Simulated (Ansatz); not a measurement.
# linear P chain: period, moment and channels by functional, part 2 of 3

How many channels does the linear P chain carry, and how sure is the answer?

Ansatz 0.2.0; DFT PBE, plane waves, PAW; relaxation of a chain's period (the session's first sound run).

So far. Step 2 (The relaxed wire, level PBE, cutoff 420 eV): The cell's length comes to 2.100 Å with no moment.

## 3. The wire at its relaxed period, level PBE, k-mesh 1×1×39

This step: DFT PBE, plane waves, PAW; channels and complex bands of a perfect chain (Ansatz 0.2.0).

At the relaxed period the Bloch states of the perfect chain are found at each energy: those that move forward count the open channels, and those that decay describe how a disturbance dies away inside the wire itself. An energy step of 0.035 eV is under the 0.039 eV that the program asks for its thermal average at 300 K.

input.yaml

```yaml
crystal:
  lattice:
    - [7.5, 0.0, 0.0]
    - [0.0, 7.5, 0.0]
    - [0.0, 0.0, 2.0999602218]
  atoms:
    - { symbol: P, position: [0.5, 0.5, 0.0] }
kpoints:
  mp_grid: { grid: [1, 1, 39] }
  band_path: { path: ["Γ", Z], npoints: 60 }
scf:
  occupations: { method: fermi_dirac, width: 0.05 }
hamiltonian:
  xc: pbe
output:
  transmission:
    e_range: [-2, 2]
    de: 0.035
    kmesh: [1, 1]
    reduced_basis: true
    leads: [[0, 0]]
  dos: { projected: true, e_range: [-6, 4] }
  write_potential: true
  write_density: true
  volumetric_format: npy
  elf: true
```

On the command line:

```
$ ansatz run input.yaml --threads 4 --pin off --max-ram 8192MiB --backend cpu --events-out ev --progress --plain --runs-dir out
```

Numbers of over 12 decimals in the logs are rounded to 6 here.

The log of the run:

```text
[...]
Crystal: 1 atoms, lattice volume = 118.123 Å³
Basis set: ecut = 420 eV, 2335 PW (Γ)
Bands: 7, of which v1, the nominal top of the filled ones, is band 3 counted from 1 (2 counted from 0)
Symmetry: 16 space group operations
[...]
k-points: 20 of 39
[...]
SCF iter   1: F=—  HF=-754.508641 eV  |F-HF|=—  |Δ(HF+E_count)|=         —  Δρ=1.72e-3  dr2=3.59e-3  ethr=1.77e-3  ⟨swp⟩=6.5  Hψ=1444  notcnv=0
[...]
SCF iter   6: F=-754.515926 eV  HF=-754.515926 eV  |F-HF|=1.71e-11  |Δ(HF+E_count)|=   3.45e-9  Δρ=1.19e-7  dr2=2.09e-11  ethr=7.05e-11  ⟨swp⟩=3.0  Hψ=649  notcnv=0
SCF 1 converged in 6 iterations: F = -754.515926 eV  dr2 = 2.09e-11
[...]
NSCF: frozen V_eff on 61 k-points
transmission: 3 of 18 steps passed
transmission: 6 of 18 steps passed
[...]
transmission: 18 of 18 steps passed
WARN: The output density's exchange-correlation potential varies sharply where the density is thin. Do not read a vacuum level from v_tot or v_xc, or from such a field of the output density. On a cell that repeats whose density bears no net charge and no dipole along the vacuum's axis use v_es (v_loc + v_h of the components); under efield.dipole_correction with no amplitude use v_es + v_field, which holds any externa [...]
SCF converged after 6 iterations
Free energy (F): -754.515926 eV
[...]
Internal energy: -754.511865 eV  (E = F + TS)
E sigma→0 (E₀):  -754.513895 eV
Entropy (-TS):   -0.004062 eV (-4.062 meV/atom)
Fermi energy:    -3.447735 eV
[...]
--- Band table (eV; the first three rows and the last of 20) ---
[...]
--- Transmission ---
  basis      : 497 plane waves across, 3 finite elements along
  points     : 1, standing for a mesh of 1 x 1
  filling    : by the input's occupations and mesh, since the crystals that have channels conduct as metals do. If one of these is a semiconductor, that mesh has misplaced its level
  energies   : 115 from -2.000000 to 1.990000 eV about the Fermi level, 0.035000 eV apart; the leads are filled to 0.000000 eV, and channels, transmission and decay are at -0.005000 eV
  crystal 0  : P1, at the sites [0, 0], period 2.1000 Å: whole cells are its period
    offset         : up to 0.0000 Å between an atom of the period and one for which it stands
    filled         : 31.3 meV over the level at which it is neutral
    channels       : 3.000000e0 a spin
    conductance    : 4.1323e14 S/m² at 300 K; may be off by some 0.0 % by where its bands' edges are placed, 0.0 % from the distance to neutral
```

The job ended after 5.9 s (4 threads of Arm Neoverse V2, shared host; peak memory 0.39 GiB).

This step gave:

```
energy at zero smearing                                  : -754.5139 eV
channels at the energy nearest the Fermi level, one spin : 3
conductance of the lead as this run defines it           : 3.000 G₀
band gap                                                 : 0 eV
```

The open channels of the lead, one spin stays at 3 for energy from -2 to 1.99 eV.

The slowest values at each energy, most degenerate partners merged, listed up to 1.5 1/Å. The Im kz of the slowest decaying states by energy, zero at the Fermi level:

```
energy (eV)  decay 1 (Å⁻¹)  decay 2 (Å⁻¹)  decay 3 (Å⁻¹)  decay 4 (Å⁻¹)
     -2.000           1.24           1.40           1.49              -
     -1.510           1.19           1.36           1.45              -
     -0.985           1.13           1.30           1.40           1.47
     -0.495           1.07           1.25           1.35           1.42
     -0.005           1.01           1.20           1.31           1.38
      0.485          0.942           1.15           1.26           1.33
      1.010          0.865           1.08           1.20           1.28
      1.500          0.786           1.02           1.14           1.22
```

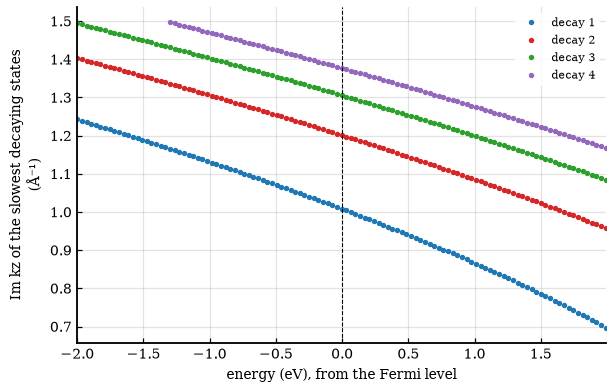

Im kz of the slowest decaying states, plotted against energy.

Electronic bands along the path, in eV, zero at the Fermi level:

```
point  band 1  band 2  band 3  band 4  band 5  band 6  band 7
    Γ  -12.75   -2.74   -2.74    3.76    5.46    6.41    7.11
    Z   -5.94   -4.10    3.47    3.47    6.86    6.86   12.17
```

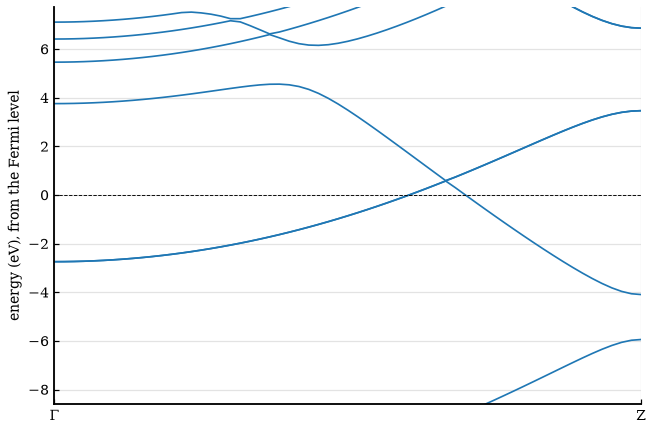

Electronic bands along the path.

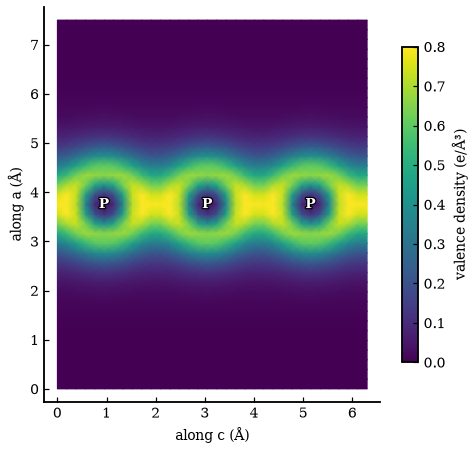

Valence density in the ca plane at fractional y = 0.500, with atoms of P within 0.2 Å of it. It is the smooth field of the valence electrons, not physical close to the nuclei. The map starts off the cell's origin, so that atoms lie inside it.

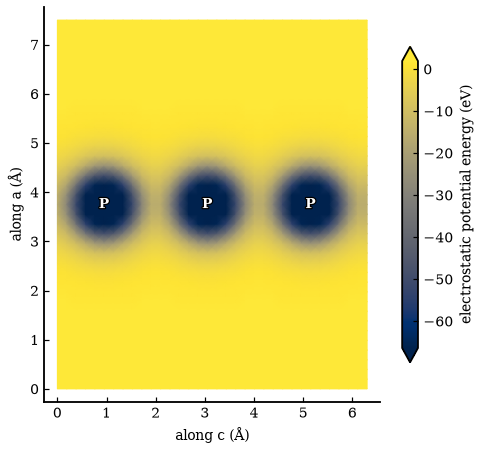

Electrostatic potential energy in the ca plane at fractional y = 0.500, with atoms of P within 0.2 Å of it. With pseudopotentials it is smooth inside the atoms' cores, unlike the true potential. The map starts off the cell's origin, so that atoms lie inside it.

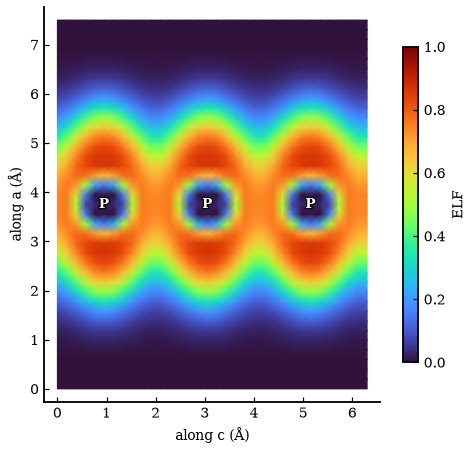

ELF in the ca plane at fractional y = 0.500, with atoms of P within 0.2 Å of it. It is the smooth field of the valence electrons, not physical close to the nuclei. The map starts off the cell's origin, so that atoms lie inside it.

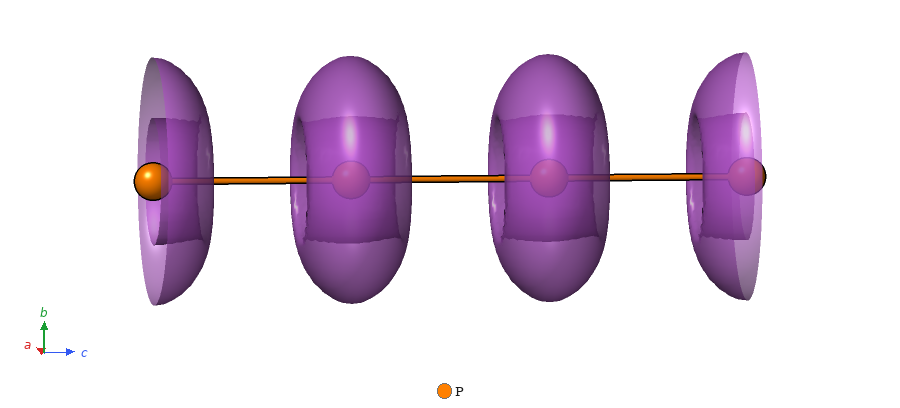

Surface of ELF = 0.79. 1×1×3 cells are drawn.

By hand: the program gives 4.1323 × 10^14 S/m² over the cell's cross-section of 56.25 Å² = 5.625 × 10^-19 m², so one cell conducts 2.324 × 10^-4 S. Divided by G0 = 2e²/h = 7.748 × 10^-5 S this is 3.00 G0, a resistance of 4.30 kΩ.

At the computed energy nearest the Fermi level there are 3 channels a spin, and the thermal average gives 3.00 G₀.

## 4. Relaxing the period

This step: DFT RPBE, plane waves, PAW; relaxation of a chain's period (Ansatz 0.2.0).

The relaxation is repeated under another functional. RPBE strengthens the exchange enhancement and tends to longer, weaker bonds than PBE.

input.yaml

```yaml
crystal:
  lattice:
    - [7.5, 0.0, 0.0]
    - [0.0, 7.5, 0.0]
    - [0.0, 0.0, 1.9902]
  atoms:
    - { symbol: P, position: [0.5, 0.5, 0.0], spin: 0.3 }
magnetization:
  spin_polarized: true
kpoints:
  mp_grid: { grid: [1, 1, 41] }
scf:
  occupations: { method: fermi_dirac, width: 0.05 }
hamiltonian:
  xc: rpbe
relax:
  cell: { fix: [a, b, alpha, beta, gamma] }
  max_steps: 60
```

The log of the run:

```text
[...]
Crystal: 1 atoms, lattice volume = 111.949 Å³
Basis set: ecut = 420 eV, 2199 PW (Γ), exchange–correlation on 108×108×30 points (8 copies of the dense FFT grid, shifted against one another)
Bands: 7, of which v1, the nominal top of the filled ones, is band 3 counted from 1 (2 counted from 0)
Symmetry: 16 space group operations
[...]
0.092201       0.000000       0.000000
        0.000000       0.092201       0.000000
        0.000000       0.000000       0.007485
  P = ⅓ Tr σ = 0.0640 GPa (0.640 kbar)
--- Relaxed structure (4 steps of the walk, 4 accepted, 1 SCFs on fresh bases) ---
[...]
cell:  # Å, volume = 118.5843 Å³
    - [7.5, 0.0, 0.0]
    - [0.0, 7.5, 0.0]
    - [0.0, 0.0, 2.108166]
  atoms:
    - { symbol: P, position: [0.5, 0.5, 0.0] }
[key lines of the parts left out:]
SCF converged after 5 iterations
Magnetization: 0.0000 μB (2.5000 up, 2.5000 down)
Free energy (F): -757.908539 eV
Fermi energy:    -3.500857 eV
```

It took 4 s on 4 threads; peak memory 0.34 GiB.

Relaxation path:

```
step  energy less that of the first step (eV)  largest force component (eV/Å)  pressure (GPa)  volume (Å³)
   1                                   0.0000                          0.0000            2.24       111.95
   2                                  -0.1294                          0.0000            0.70       116.72
   3                                  -0.1402                          0.0000            0.02       118.70
   4                                  -0.1402                          0.0000            0.06       118.58
  5*                                  -0.1406                          0.0000            0.06       118.58
```

Relaxation steps marked * repeat the geometry before them on a plane-wave basis chosen anew for their cell, so energy and pressure can jump there.

```
cell as run  before  after  change
      c (Å)   1.990  2.108  +5.9 %
```

The relaxed structure:

```xyz
1
Lattice="7.5000 0.0000 0.0000 0.0000 7.5000 0.0000 0.0000 0.0000 2.1082" Properties=species:S:1:pos:R:3
P     3.7500    3.7500    0.0000
```

The cell's length comes to 2.108 Å, +0.4 % against the first run, with no moment.

The cell grew by 5.9 % in its periodic edges.

## 5. Bands of the perfect wire, level RPBE, k-mesh 1×1×38

This step: DFT RPBE, plane waves, PAW; channels and complex bands of a perfect chain (Ansatz 0.2.0).

The channels are counted again under RPBE, at the period that it gave.

input.yaml

```yaml
crystal:
  lattice:
    - [7.5, 0.0, 0.0]
    - [0.0, 7.5, 0.0]
    - [0.0, 0.0, 2.1081660351]
  atoms:
    - { symbol: P, position: [0.5, 0.5, 0.0] }
kpoints:
  mp_grid: { grid: [1, 1, 38] }
  band_path: { path: ["Γ", Z], npoints: 60 }
scf:
  occupations: { method: fermi_dirac, width: 0.05 }
hamiltonian:
  xc: rpbe
output:
  transmission:
    e_range: [-2, 2]
    de: 0.035
    kmesh: [1, 1]
    reduced_basis: true
    leads: [[0, 0]]
  dos: { projected: true, e_range: [-6, 4] }
```

The log of the run:

```text
[...]
Crystal: 1 atoms, lattice volume = 118.584 Å³
Basis set: ecut = 420 eV, 2335 PW (Γ)
Bands: 7, of which v1, the nominal top of the filled ones, is band 3 counted from 1 (2 counted from 0)
Symmetry: 16 space group operations
[...]
k-points: 20 of 38
[...]
Fermi energy:    -3.438264 eV
[...]
--- Band table (eV; the first three rows and the last of 20) ---
[...]
--- Transmission ---
  basis      : 497 plane waves across, 3 finite elements along
  points     : 1, standing for a mesh of 1 x 1
[...]
crystal 0  : P1, at the sites [0, 0], period 2.1082 Å: whole cells are its period
[...]
filled         : 39.1 meV over the level at which it is neutral
    channels       : 3.000000e0 a spin
[...]
[key lines of the parts left out:]
SCF converged after 6 iterations
Free energy (F): -757.909431 eV
```

The job ended after 5.8 s (4 threads; peak memory 0.38 GiB).

At the computed energy nearest the Fermi level there are 3 channels a spin, and the thermal average gives 3.00 G₀.

## 6. Relaxing the period

This step: DFT PBEsol, plane waves, PAW; relaxation of a chain's period (Ansatz 0.2.0).

The relaxation is repeated under another functional. PBEsol weakens PBE's gradient terms and usually lands between LDA and PBE.

input.yaml

```yaml
crystal:
  lattice:
    - [7.5, 0.0, 0.0]
    - [0.0, 7.5, 0.0]
    - [0.0, 0.0, 1.9902]
  atoms:
    - { symbol: P, position: [0.5, 0.5, 0.0], spin: 0.3 }
magnetization:
  spin_polarized: true
kpoints:
  mp_grid: { grid: [1, 1, 41] }
scf:
  occupations: { method: fermi_dirac, width: 0.05 }
hamiltonian:
  xc: pbesol
relax:
  cell: { fix: [a, b, alpha, beta, gamma] }
  max_steps: 60
```

The log of the run:

```text
[...]
Crystal: 1 atoms, lattice volume = 111.949 Å³
Basis set: ecut = 420 eV, 2199 PW (Γ), exchange–correlation on 108×108×30 points (8 copies of the dense FFT grid, shifted against one another)
Bands: 7, of which v1, the nominal top of the filled ones, is band 3 counted from 1 (2 counted from 0)
Symmetry: 16 space group operations
[...]
0.085262       0.000000       0.000000
        0.000000       0.085262       0.000000
        0.000000       0.000000       0.006589
  P = ⅓ Tr σ = 0.0590 GPa (0.590 kbar)
--- Relaxed structure (4 steps of the walk, 4 accepted, 1 SCFs on fresh bases) ---
[...]
cell:  # Å, volume = 117.6189 Å³
    - [7.5, 0.0, 0.0]
    - [0.0, 7.5, 0.0]
    - [0.0, 0.0, 2.091002]
  atoms:
    - { symbol: P, position: [0.5, 0.5, 0.0] }
[key lines of the parts left out:]
SCF converged after 5 iterations
Magnetization: 0.0000 μB (2.5000 up, 2.5000 down)
Free energy (F): -738.711992 eV
Fermi energy:    -3.561448 eV
```

Elapsed: 3.6 s, on 4 threads; peak memory 0.33 GiB; 13 s of CPU time.

Relaxation path:

```
step  energy less that of the first step (eV)  largest force component (eV/Å)  pressure (GPa)  volume (Å³)
   1                                   0.0000                          0.0000            1.89       111.95
   2                                  -0.0929                          0.0000            0.64       115.96
   3                                  -0.1016                          0.0000           -0.02       117.83
   4                                  -0.1018                          0.0000            0.05       117.62
  5*                                  -0.1022                          0.0000            0.06       117.62
```

Relaxation steps marked * repeat the geometry before them on a plane-wave basis chosen anew for their cell, so energy and pressure can jump there.

```
cell as run  before  after  change
      c (Å)   1.990  2.091  +5.1 %
```

The relaxed structure:

```xyz
1
Lattice="7.5000 0.0000 0.0000 0.0000 7.5000 0.0000 0.0000 0.0000 2.0910" Properties=species:S:1:pos:R:3
P     3.7500    3.7500    0.0000
```

The cell's length comes to 2.091 Å, -0.4 % against the first run, with no moment.

The cell grew by 5.1 % in its periodic edges.

## 7. Bands of the perfect wire, level PBEsol, k-mesh 1×1×39

This step: DFT PBEsol, plane waves, PAW; channels and complex bands of a perfect chain (Ansatz 0.2.0).

The channels are counted again under PBEsol, at the period that it gave.

input.yaml

```yaml
crystal:
  lattice:
    - [7.5, 0.0, 0.0]
    - [0.0, 7.5, 0.0]
    - [0.0, 0.0, 2.0910019696]
  atoms:
    - { symbol: P, position: [0.5, 0.5, 0.0] }
kpoints:
  mp_grid: { grid: [1, 1, 39] }
  band_path: { path: ["Γ", Z], npoints: 60 }
scf:
  occupations: { method: fermi_dirac, width: 0.05 }
hamiltonian:
  xc: pbesol
output:
  transmission:
    e_range: [-2, 2]
    de: 0.035
    kmesh: [1, 1]
    reduced_basis: true
    leads: [[0, 0]]
  dos: { projected: true, e_range: [-6, 4] }
```

The log of the run:

```text
[...]
Crystal: 1 atoms, lattice volume = 117.619 Å³
Basis set: ecut = 420 eV, 2319 PW (Γ)
Bands: 7, of which v1, the nominal top of the filled ones, is band 3 counted from 1 (2 counted from 0)
Symmetry: 16 space group operations
[...]
k-points: 20 of 39
[...]
Fermi energy:    -3.459520 eV
[...]
--- Band table (eV; the first three rows and the last of 20) ---
[...]
--- Transmission ---
  basis      : 497 plane waves across, 3 finite elements along
  points     : 1, standing for a mesh of 1 x 1
[...]
crystal 0  : P1, at the sites [0, 0], period 2.0910 Å: whole cells are its period
[...]
filled         : 18.7 meV over the level at which it is neutral
    channels       : 3.000000e0 a spin
[...]
[key lines of the parts left out:]
SCF converged after 6 iterations
Free energy (F): -738.708703 eV
```

Run time: 5.5 s. Hardware: 4 threads; peak memory 0.39 GiB.

The open channels of the lead, one spin stays at 3 for energy from -2 to 1.99 eV.

At the computed energy nearest the Fermi level there are 3 channels a spin, and the thermal average gives 3.00 G₀.

## 8. The relaxed wire

This step: DFT LDA, plane waves, PAW; relaxation of a chain's period (Ansatz 0.2.0).

The relaxation is repeated under another functional. LDA has no gradient terms and tends to overbind, so it marks the short end of the likely bond lengths.

input.yaml

```yaml
crystal:
  lattice:
    - [7.5, 0.0, 0.0]
    - [0.0, 7.5, 0.0]
    - [0.0, 0.0, 1.9902]
  atoms:
    - { symbol: P, position: [0.5, 0.5, 0.0], spin: 0.3 }
magnetization:
  spin_polarized: true
kpoints:
  mp_grid: { grid: [1, 1, 41] }
scf:
  occupations: { method: fermi_dirac, width: 0.05 }
hamiltonian:
  xc: lda
relax:
  cell: { fix: [a, b, alpha, beta, gamma] }
  max_steps: 60
```

The log of the run:

```text
[...]
Crystal: 1 atoms, lattice volume = 111.949 Å³
Basis set: ecut = 420 eV, 2199 PW (Γ)
Bands: 7, of which v1, the nominal top of the filled ones, is band 3 counted from 1 (2 counted from 0)
Symmetry: 16 space group operations
[...]
k-points: 21 of 41
[...]
Starting moments: Σ|m| = 0.3 μB on 1 of 1 site
[...]
0.086827       0.000000       0.000000
        0.000000       0.086827       0.000000
        0.000000       0.000000       0.012418
  P = ⅓ Tr σ = 0.0620 GPa (0.620 kbar)
--- Relaxed structure (4 steps of the walk, 4 accepted, 1 SCFs on fresh bases) ---
[...]
cell:  # Å, volume = 117.0977 Å³
    - [7.5, 0.0, 0.0]
    - [0.0, 7.5, 0.0]
    - [0.0, 0.0, 2.081737]
  atoms:
    - { symbol: P, position: [0.5, 0.5, 0.0] }
[key lines of the parts left out:]
SCF converged after 5 iterations
Magnetization: 0.0000 μB (2.5000 up, 2.5000 down)
Free energy (F): -724.514702 eV
Fermi energy:    -3.677845 eV
```

Elapsed: 3.2 s, on 4 threads; peak memory 0.31 GiB; 11 s of CPU time.

Step by step:

```
step  energy less that of the first step (eV)  largest force component (eV/Å)  pressure (GPa)  volume (Å³)
   1                                   0.0000                          0.0000            1.73       111.95
   2                                  -0.0767                          0.0000            0.58       115.62
   3                                  -0.0836                          0.0000           -0.01       117.27
   4                                  -0.0837                          0.0000            0.05       117.10
  5*                                  -0.0843                          0.0000            0.06       117.10
```

Relaxation steps marked * repeat the geometry before them on a plane-wave basis chosen anew for their cell, so energy and pressure can jump there.

```
cell as run  before  after  change
      c (Å)   1.990  2.082  +4.6 %
```

The relaxed structure:

```xyz
1
Lattice="7.5000 0.0000 0.0000 0.0000 7.5000 0.0000 0.0000 0.0000 2.0817" Properties=species:S:1:pos:R:3
P     3.7500    3.7500    0.0000
```

The cell's length comes to 2.082 Å, -0.9 % against the first run, with no moment.

The cell grew by 4.6 % in its periodic edges.

## 9. The perfect wire, level LDA, k-mesh 1×1×39

This step: DFT LDA, plane waves, PAW; channels and complex bands of a perfect chain (Ansatz 0.2.0).

The channels are counted again under LDA, at the period that it gave.

input.yaml

```yaml
crystal:
  lattice:
    - [7.5, 0.0, 0.0]
    - [0.0, 7.5, 0.0]
    - [0.0, 0.0, 2.0817367962]
  atoms:
    - { symbol: P, position: [0.5, 0.5, 0.0] }
kpoints:
  mp_grid: { grid: [1, 1, 39] }
  band_path: { path: ["Γ", Z], npoints: 60 }
scf:
  occupations: { method: fermi_dirac, width: 0.05 }
hamiltonian:
  xc: lda
output:
  transmission:
    e_range: [-2, 2]
    de: 0.035
    kmesh: [1, 1]
    reduced_basis: true
    leads: [[0, 0]]
  dos: { projected: true, e_range: [-6, 4] }
```

The log of the run:

```text
[...]
Crystal: 1 atoms, lattice volume = 117.098 Å³
Basis set: ecut = 420 eV, 2303 PW (Γ)
Bands: 7, of which v1, the nominal top of the filled ones, is band 3 counted from 1 (2 counted from 0)
Symmetry: 16 space group operations
[...]
k-points: 20 of 39
[...]
Fermi energy:    -3.573302 eV
[...]
--- Band table (eV; the first three rows and the last of 20) ---
[...]
--- Transmission ---
  basis      : 497 plane waves across, 3 finite elements along
  points     : 1, standing for a mesh of 1 x 1
[...]
crystal 0  : P1, at the sites [0, 0], period 2.0817 Å: whole cells are its period
[...]
filled         : 14.7 meV over the level at which it is neutral
    channels       : 3.000000e0 a spin
[...]
[key lines of the parts left out:]
SCF converged after 6 iterations
Free energy (F): -724.510480 eV
```

It took 5.5 s on 4 threads; peak memory 0.38 GiB.

At the computed energy nearest the Fermi level there are 3 channels a spin, and the thermal average gives 3.00 G₀.

[end of part 2 of 3]

[Logs are printed without paths, hosts, clocks, repeated set-up lines and the standing remarks that a program may print on its own settings, such as how far it seeks lower states.]

[Hosts, paths, dates, database ids (printed as entryN), source tags and the programs' standing remarks are cut or masked in the printed files.]
